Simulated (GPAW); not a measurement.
# BAs (F-43m): the B K absorption edge, part 3 of 4

Aim: the dependence of the B K near-edge features of BAs (F-43m) on volume.

GPAW 26.7.0; X-ray absorption from dipole matrix elements to empty bands, plane-wave PAW PBE.

So far. Step 4 (Spectrum with FCH, B atom 2): The hole costs E(hole) − E(ground) = 185.66 eV, and the lowest empty level of the hole cell on the spectrum's mesh lies at 8.99 eV, which puts the zero at 194.65 eV. One term is added: -5.59 eV, since the hole is spin-paired here and a spin-polarised one costs that much less in the free atom (computed apart). The photon energy is then 189.06 eV. The functional and the charged cell's background leave an error of a few eV in such absolute values.

### 8. Spectrum with FCH, B atom 2

Shorter bonds are expected to push antibonding states and scattering resonances up, and longer ones down; the cell is scaled to test that.

Changed against the first core-hole run: volume scale from 1 to 0.97.

xas.py reads:

```python
import numpy as np
from ase import Atoms
from ase.parallel import parprint, paropen
from gpaw import GPAW, PW, FermiDirac, Mixer, MixerDif, setup_paths
from gpaw.test import gen
setup_paths.insert(0, '.')
gen('B', name='fch1s', xcname='PBE', corehole=(1, 0, 1), write_xml=True)
from gpaw.mpi import world
world.barrier()

atoms = Atoms('As6B6',
    cell=[[-2.36437209, -2.36437209, -4.72874418],
     [-2.36437209, -2.36437209, 4.72874418],
     [-2.36437209, 4.72874418, 2.36437209]],
    scaled_positions=[[0.875, 0.625, 0],
     [0.54166667, 0.625, 0.33333333],
     [0.375, 0.125, 0],
     [0.20833333, 0.625, 0.66666667],
     [0.04166667, 0.125, 0.33333333],
     [0.70833333, 0.125, 0.66666667],
     [0, 0, 0],
     [0.66666667, 0, 0.33333333],
     [0.5, 0.5, 0],
     [0.33333333, 0, 0.66666667],
     [0.16666667, 0.5, 0.33333333],
     [0.83333333, 0.5, 0.66666667]],
    pbc=True)
atoms.calc = calc = GPAW(legacy_gpaw=True, mode=PW(430, force_complex_dtype=True), xc='PBE', setups={6: 'fch1s'},
    kpts={'size': (4, 3, 4), 'gamma': True}, occupations=FermiDirac(0.02),
    charge=0, mixer=Mixer(0.1, 5, 50), maxiter=150,
    convergence={'density': 0.0001, 'eigenstates': 1e-6}, txt='scf.txt')
energy = atoms.get_potential_energy() + calc.get_reference_energy()
ef = calc.get_fermi_level()
out = dict(energy=energy, fermi=ef, forces=atoms.get_forces().tolist())
parprint(f'all-electron energy {energy:.4f} eV, Fermi level {ef:.4f} eV')
ev = np.array([[calc.get_eigenvalues(k, s) for k in range(len(calc.get_ibz_k_points()))] for s in range(calc.get_number_of_spins())])
out['homo'], out['lumo'], out['counts'] = ev[ev < ef].max(), ev[ev > ef].min(), sorted(set((ev < ef).sum((0, 2)).tolist()))
out['filled'] = (ev[:, 0] < ef).sum(1).tolist()

from ase.units import Ha
from gpaw.xas import dipole_matrix_elements
nb = int(calc.get_number_of_electrons() / 2) + 97
top, nb = nb, nb + 8 + nb // 12
nscf = calc.fixed_density(kpts={'size': (5, 5, 5), 'gamma': True}, nbands=nb,
    convergence={'bands': top, 'eigenstates': 5e-3}, maxiter=60, txt='nscf.txt')
cell = atoms.cell.array
ops = [cell.T @ U.T @ np.linalg.inv(cell.T) for U in nscf.wfs.kd.symmetry.op_scc]
filled = [24]  # bands filled in the ground state, by spin
E = np.arange(-6, 34, 0.1)
fwhm = np.interp(E, [4, 25], [0.9, 3.5])
Y, X, zero, highest = 0, 0, 1e9, 1e9
for spin in range(nscf.get_number_of_spins()):
    wfs = nscf.wfs
    mine = wfs.bd.get_slice()  # this rank's bands
    A = dipole_matrix_elements(wfs.setups[6])
    eps = np.zeros((wfs.kd.nibzkpts, nb))
    d = np.zeros((3, A.shape[1], wfs.kd.nibzkpts, nb), complex)
    for kpt in wfs.kpt_u:
        if kpt.s == spin and 6 in kpt.P_ani:
            eps[kpt.k, mine] = kpt.eps_n * Ha
            d[:, :, kpt.k, mine] = (kpt.weight * wfs.nspins / 2) ** 0.5 * np.inner(A, kpt.P_ani[6])
    world.sum(eps)
    world.sum(d)
    T = np.einsum('amkn,bmkn->abkn', d, d.conj()).real
    T = sum(np.einsum('ai,ijkn,bj->abkn', R, T, R) for R in ops) / len(ops)
    empty = np.ones_like(eps, bool) & (np.arange(nb) >= filled[spin])
    zero, highest = min(zero, eps[empty].min()), min(highest, eps[:, top - 1].min())
    lines = [(eps, T, empty)] if spin == 0 else lines + [(eps, T, empty)]
for eps, T, empty in lines:
    f = np.einsum('aakn->akn', T).reshape(3, -1)
    x = eps.ravel() - zero
    w = np.interp(x, E, fwhm) / 2.35482
    g = np.exp(-0.5 * ((E[:, None] - x) / w) ** 2) / (w * (2 * np.pi) ** 0.5)
    Y = Y + (f * empty.ravel()) @ g.T
    X = X + (f * ~empty.ravel()) @ g.T
out.update(E=E.round(2).tolist(), xas=Y.tolist(), xes=X.tolist(), zero=zero, valid=highest - zero, nk=len(eps), nb=nb)
for i in range(0, len(E), 10):
    parprint(f'{E[i]:7.2f}', *(f'{v:10.3e}' for v in Y[:, i]))
import json
with paropen('out.json', 'w') as f:
    json.dump(out, f)
```

Launch:

```
> OMP_NUM_THREADS=1 mpirun -n 4 gpaw python xas.py
```

Numbers of over 12 decimals in the logs are rounded to 6 here.

Log:

```text
Input parameters:
  convergence: {density: 0.0001,
                eigenstates: 1e-06}
  kpts: {gamma: True,
         size: (4, 3, 4)}
  maxiter: 150
  mixer: {backend: pulay,
          beta: 0.1,
          method: separate,
          nmaxold: 5,
          weight: 50}
  mode: {ecut: 430.0,
         force_complex_dtype: True,
         name: pw}
  occupations: {fixmagmom: False,
                name: fermi-dirac,
[...]
*p    :     0.350422
*d    :     0.000000
--------------------------------

Diagonalizing with gridspacing h=0.050

state   all-electron     PAW
-------------------------------
2s:      -0.872538    -0.873275
2p:      -0.649578    -0.650581
*d:                   -0.077574
*f:                   -0.014711
-------------------------------
all-electron energy -372917.7337 eV, Fermi level 8.6331 eV
[...]
32.00  2.380e-04  2.380e-04  2.406e-04
  33.00  2.117e-04  2.117e-04  2.156e-04
[key lines of the parts left out:]
Converged after 18 iterations.
Dipole moment: (7.086632, 7.086632, -10.730100) |e|*Ang
Free energy:    -90.029071
Fermi level: 8.63307
```

The job ended after 53 s (4 MPI ranks of INTEL XEON PLATINUM 8581C at 2.10GHz (Emerald Rapids), shared host; peak memory 0.37 GiB).

```csv
E (eV),first run,this run
-2.0,0.00,0.00
-1.0,0.00,0.00
0.0,0.22,0.19
1.0,1.77,1.56
2.0,2.31,2.24
3.0,1.90,1.83
4.0,1.97,1.98
5.0,1.45,1.49
6.0,1.21,1.27
7.0,1.13,1.11
8.0,0.99,1.07
9.0,0.94,0.95
10.0,1.09,1.11
11.0,0.78,0.89
12.0,0.44,0.49
13.0,0.55,0.48
14.0,0.71,0.66
15.0,0.68,0.71
16.0,0.46,0.57
17.0,0.32,0.37
18.0,0.34,0.33
19.0,0.44,0.40
20.0,0.57,0.51
21.0,0.68,0.64
22.0,0.72,0.71
23.0,0.70,0.71
24.0,0.65,0.67
25.0,0.62,0.63
26.0,0.61,0.61
27.0,0.60,0.60
28.0,0.58,0.59
```

The scaled spectrum changes by 6 % r.m.s. The highest intensity below 16 eV goes from 1.8 eV (2.34) to 1.9 eV (2.24).

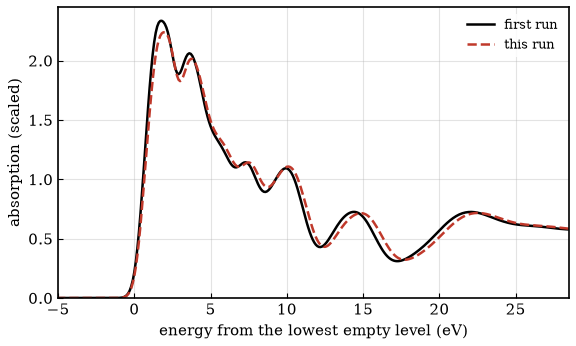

The effect of the change (volume scale from 1 to 0.97).

The photon energy of the zero moves by -0.10 eV.

### 9. Supercell without a hole, the energy reference

The cell changes for the next run, so it gets a reference energy of its own.

The cell differs from the one that the last finished run ended in (a 5.792 → 5.909 Å, b 5.792 → 5.909 Å, c 5.792 → 5.909 Å).

scf.py reads:

```python
import numpy as np
from ase import Atoms
from ase.parallel import parprint, paropen
from gpaw import GPAW, PW, FermiDirac, Mixer, MixerDif, setup_paths
from gpaw.test import gen
setup_paths.insert(0, '.')
gen('B', name='nch1s', xcname='PBE', corehole=(1, 0, 0), write_xml=True)
from gpaw.mpi import world
world.barrier()

atoms = Atoms('As6B6',
    cell=[[-2.41215005, -2.41215005, -4.82430011],
     [-2.41215005, -2.41215005, 4.82430011],
     [-2.41215005, 4.82430011, 2.41215005]],
    scaled_positions=[[0.875, 0.625, 0],
     [0.54166667, 0.625, 0.33333333],
     [0.375, 0.125, 0],
     [0.20833333, 0.625, 0.66666667],
     [0.04166667, 0.125, 0.33333333],
     [0.70833333, 0.125, 0.66666667],
     [0, 0, 0],
     [0.66666667, 0, 0.33333333],
     [0.5, 0.5, 0],
     [0.33333333, 0, 0.66666667],
     [0.16666667, 0.5, 0.33333333],
     [0.83333333, 0.5, 0.66666667]],
    pbc=True)
atoms.calc = calc = GPAW(legacy_gpaw=True, mode=PW(430, force_complex_dtype=True), xc='PBE', setups={6: 'nch1s'},
    kpts={'size': (4, 3, 4), 'gamma': True}, occupations=FermiDirac(0.02),
    charge=0, mixer=Mixer(0.1, 5, 50), maxiter=150,
    convergence={'density': 0.0001, 'eigenstates': 1e-6}, txt='scf.txt')
energy = atoms.get_potential_energy() + calc.get_reference_energy()
ef = calc.get_fermi_level()
out = dict(energy=energy, fermi=ef, forces=atoms.get_forces().tolist())
parprint(f'all-electron energy {energy:.4f} eV, Fermi level {ef:.4f} eV')
ev = np.array([[calc.get_eigenvalues(k, s) for k in range(len(calc.get_ibz_k_points()))] for s in range(calc.get_number_of_spins())])
out['homo'], out['lumo'], out['counts'] = ev[ev < ef].max(), ev[ev > ef].min(), sorted(set((ev < ef).sum((0, 2)).tolist()))
out['filled'] = (ev[:, 0] < ef).sum(1).tolist()
import json
with paropen('out.json', 'w') as f:
    json.dump(out, f)
```

Launch:

```
> OMP_NUM_THREADS=1 mpirun -n 4 gpaw python scf.py
```

Log:

```text
Input parameters:
  convergence: {density: 0.0001,
                eigenstates: 1e-06}
  kpts: {gamma: True,
         size: (4, 3, 4)}
  maxiter: 150
  mixer: {backend: pulay,
          beta: 0.1,
          method: separate,
          nmaxold: 5,
          weight: 50}
  mode: {ecut: 430.0,
         force_complex_dtype: True,
         name: pw}
  occupations: {fixmagmom: False,
                name: fermi-dirac,
[...]
2s(2) :    -0.347030     1.005232
*s    :     0.652970
2p(1) :    -0.132526     0.982729
*p    :     0.867474
*d    :     0.000000
--------------------------------

Diagonalizing with gridspacing h=0.050

state   all-electron     PAW
-------------------------------
2s:      -0.347030    -0.347449
2p:      -0.132526    -0.132867
*d:                    0.040435
*f:                    0.071313
-------------------------------
all-electron energy -373103.1322 eV, Fermi level 8.1470 eV
[key lines of the parts left out:]
Converged after 16 iterations.
Dipole moment: (7.000392, 7.000388, -10.098958) |e|*Ang
Free energy:    -68.353174
Fermi level: 8.14700
```

It took 19 s on 4 MPI ranks; peak memory 0.25 GiB.

Reference energy: -373103.132 eV with the cores included.

### 10. Spectrum with FCH, B atom 2

Shorter bonds are expected to push antibonding states and scattering resonances up, and longer ones down; the cell is scaled to test that.

Changed against the first core-hole run: volume scale from 1 to 1.03.

Changes to xas.py since step 8:

```diff
@@ -11,5 +11,5 @@
 atoms = Atoms('As6B6',
-    cell=[[-2.36437209, -2.36437209, -4.72874418],
-     [-2.36437209, -2.36437209, 4.72874418],
-     [-2.36437209, 4.72874418, 2.36437209]],
+    cell=[[-2.41215005, -2.41215005, -4.82430011],
+     [-2.41215005, -2.41215005, 4.82430011],
+     [-2.41215005, 4.82430011, 2.41215005]],
     scaled_positions=[[0.875, 0.625, 0],
@@ -41,3 +41,3 @@
 from gpaw.xas import dipole_matrix_elements
-nb = int(calc.get_number_of_electrons() / 2) + 97
+nb = int(calc.get_number_of_electrons() / 2) + 103
 top, nb = nb, nb + 8 + nb // 12
```

Launch:

```
> OMP_NUM_THREADS=1 mpirun -n 4 gpaw python xas.py
```

Log:

```text
Input parameters:
  convergence: {density: 0.0001,
                eigenstates: 1e-06}
  kpts: {gamma: True,
         size: (4, 3, 4)}
  maxiter: 150
  mixer: {backend: pulay,
          beta: 0.1,
          method: separate,
          nmaxold: 5,
          weight: 50}
  mode: {ecut: 430.0,
         force_complex_dtype: True,
         name: pw}
  occupations: {fixmagmom: False,
                name: fermi-dirac,
[...]
*p    :     0.350422
*d    :     0.000000
--------------------------------

Diagonalizing with gridspacing h=0.050

state   all-electron     PAW
-------------------------------
2s:      -0.872538    -0.873275
2p:      -0.649578    -0.650581
*d:                   -0.077574
*f:                   -0.014711
-------------------------------
all-electron energy -372917.0214 eV, Fermi level 7.8649 eV
[...]
32.00  2.157e-04  2.155e-04  2.191e-04
  33.00  2.092e-04  2.086e-04  2.110e-04
[key lines of the parts left out:]
Converged after 18 iterations.
Dipole moment: (7.125497, 7.125497, -10.485925) |e|*Ang
Free energy:    -89.316699
Fermi level: 7.86489
```

Elapsed: 98 s, on 4 MPI ranks; peak memory 0.48 GiB; 6.6 min of CPU time.

```
E (eV)  first run  this run
  -2.0       0.00      0.00
  -1.0       0.00      0.00
   0.0       0.22      0.26
   1.0       1.77      1.99
   2.0       2.31      2.35
   3.0       1.90      1.98
   4.0       1.97      1.94
   5.0       1.45      1.40
   6.0       1.21      1.15
   7.0       1.13      1.14
   8.0       0.99      0.91
   9.0       0.94      0.94
  10.0       1.09      1.06
  11.0       0.78      0.66
  12.0       0.44      0.43
  13.0       0.55      0.62
  14.0       0.71      0.73
  15.0       0.68      0.60
  16.0       0.46      0.37
  17.0       0.32      0.30
  18.0       0.34      0.37
  19.0       0.44      0.49
  20.0       0.57      0.62
  21.0       0.68      0.72
  22.0       0.72      0.73
  23.0       0.70      0.68
  24.0       0.65      0.64
  25.0       0.62      0.61
  26.0       0.61      0.60
  27.0       0.60      0.59
  28.0       0.58      0.57
```

The scaled spectrum changes by 6 % r.m.s. The highest intensity below 16 eV goes from 1.8 eV (2.34) to 1.6 eV (2.44).

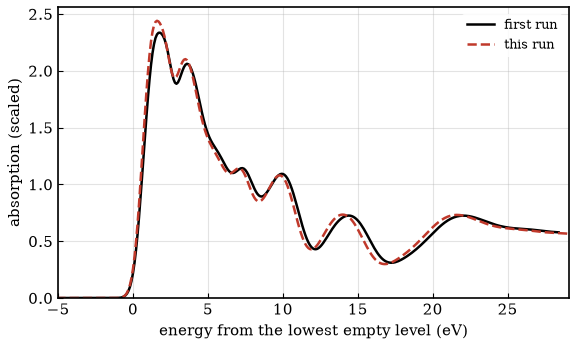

The effect of the change (volume scale from 1 to 1.03).

The photon energy of the zero moves by +0.09 eV.

### 11. Reference energy of the supercell

The cell changes for the next run, so it gets a reference energy of its own.

The cell differs from the one that the last finished run ended in (a 5.909 → 5.965 Å, b 5.909 → 5.965 Å, c 5.909 → 5.965 Å).

Changes to scf.py since step 9:

```diff
@@ -11,5 +11,5 @@
 atoms = Atoms('As6B6',
-    cell=[[-2.41215005, -2.41215005, -4.82430011],
-     [-2.41215005, -2.41215005, 4.82430011],
-     [-2.41215005, 4.82430011, 2.41215005]],
+    cell=[[-2.43534523, -2.43534523, -4.87069045],
+     [-2.43534523, -2.43534523, 4.87069045],
+     [-2.43534523, 4.87069045, 2.43534523]],
     scaled_positions=[[0.875, 0.625, 0],
```

Launch:

```
> OMP_NUM_THREADS=1 mpirun -n 4 gpaw python scf.py
```

Log:

```text
Input parameters:
  convergence: {density: 0.0001,
                eigenstates: 1e-06}
  kpts: {gamma: True,
         size: (4, 3, 4)}
  maxiter: 150
  mixer: {backend: pulay,
          beta: 0.1,
          method: separate,
          nmaxold: 5,
          weight: 50}
  mode: {ecut: 430.0,
         force_complex_dtype: True,
         name: pw}
  occupations: {fixmagmom: False,
                name: fermi-dirac,
[...]
2s(2) :    -0.347030     1.005232
*s    :     0.652970
2p(1) :    -0.132526     0.982729
*p    :     0.867474
*d    :     0.000000
--------------------------------

Diagonalizing with gridspacing h=0.050

state   all-electron     PAW
-------------------------------
2s:      -0.347030    -0.347449
2p:      -0.132526    -0.132867
*d:                    0.040435
*f:                    0.071313
-------------------------------
all-electron energy -373103.0560 eV, Fermi level 7.7740 eV
[key lines of the parts left out:]
Converged after 19 iterations.
Dipole moment: (7.014004, 7.014000, -9.961547) |e|*Ang
Free energy:    -68.276897
Fermi level: 7.77396
```

The job ended after 22 s (4 MPI ranks; peak memory 0.25 GiB; 86 s of CPU time).

Reference energy: -373103.056 eV with the cores included.

(Continued in part 4 of 4.)

[Banner, clock and machine lines of the logs are left out without a mark of their own.]

[Logs are printed without paths, hosts, clocks, repeated set-up lines and the standing remarks that a program may print on its own settings, such as how far it seeks lower states.]

[Hosts, paths, dates, database ids (printed as entryN), source tags and the programs' standing remarks are cut or masked in the printed files.]

[Lists of maxima count a maximum above −3 eV only where it reaches 4 % of the highest in the window and stands out from its surroundings by 2 % of it (1.5 % where it reaches 55 %); shoulders and weaker maxima are passed over, and of the rest the first, up to two pre-edge ones and the few strongest are named.]
